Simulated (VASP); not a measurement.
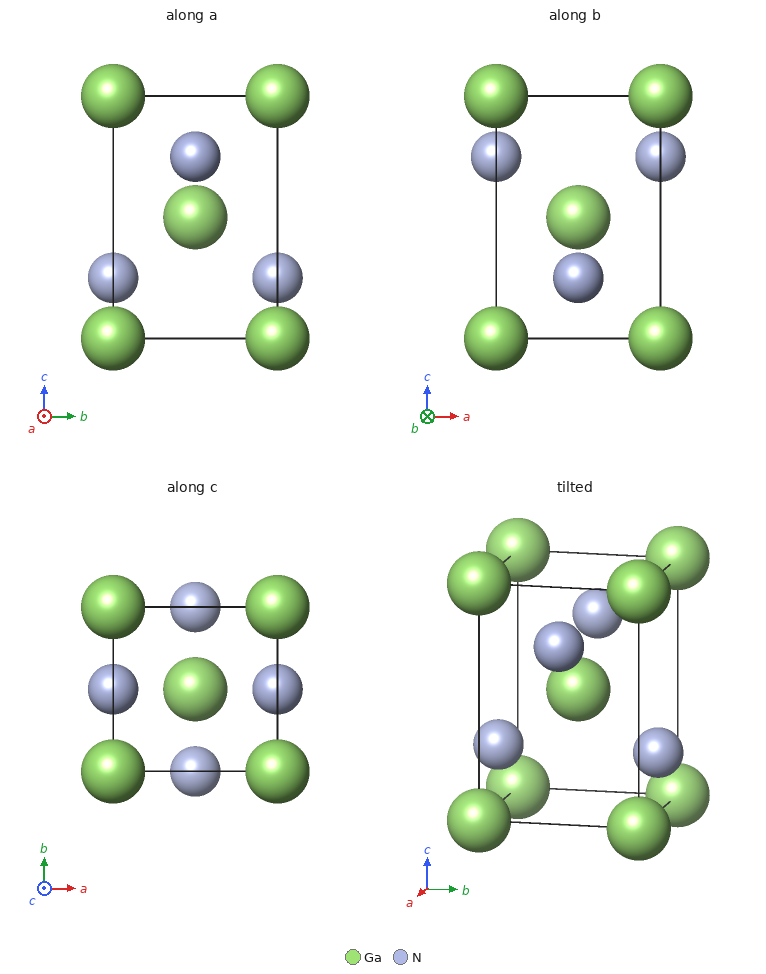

This spheres-only model is shown along the a axis, along the b axis, along the c axis and slightly off an axis. The box is the conventional unit cell; atoms on or close to its faces, edges and corners are drawn wherever they repeat.

Lattice parameters: a = 3.1156 Å, b = 3.1156 Å, c = 4.5937 Å, α = 90.000°, β = 90.000°, γ = 90.000°.

Q: Write down what is shown as a CIF in P1 with every atom of the cell.

A:
```cif
data_structure
_symmetry_space_group_name_H-M 'P 1'
_symmetry_Int_Tables_number 1
_cell_length_a 3.1156
_cell_length_b 3.1156
_cell_length_c 4.5937
_cell_angle_alpha 90.000
_cell_angle_beta 90.000
_cell_angle_gamma 90.000
_cell_volume 44.59
loop_
_atom_site_label
_atom_site_type_symbol
_atom_site_fract_x
_atom_site_fract_y
_atom_site_fract_z
_atom_site_occupancy
Ga1 Ga 0.0000 0.0000 0.0000 1
N1 N 0.5000 0.0000 0.2500 1
Ga2 Ga 0.5000 0.5000 0.5000 1
N2 N 0.0000 0.5000 0.7500 1
```

Starting structure: a structure type filled with these elements by a generator (whether the compound takes this form wasn't checked). The cell was then strained or its atoms displaced on purpose. VASP was used for an electronic-structure calculation on it.

At this level of theory the cell isn't at rest (compressed, at 5 GPa), so its distances can differ from those at equilibrium, the more so the softer the solid.
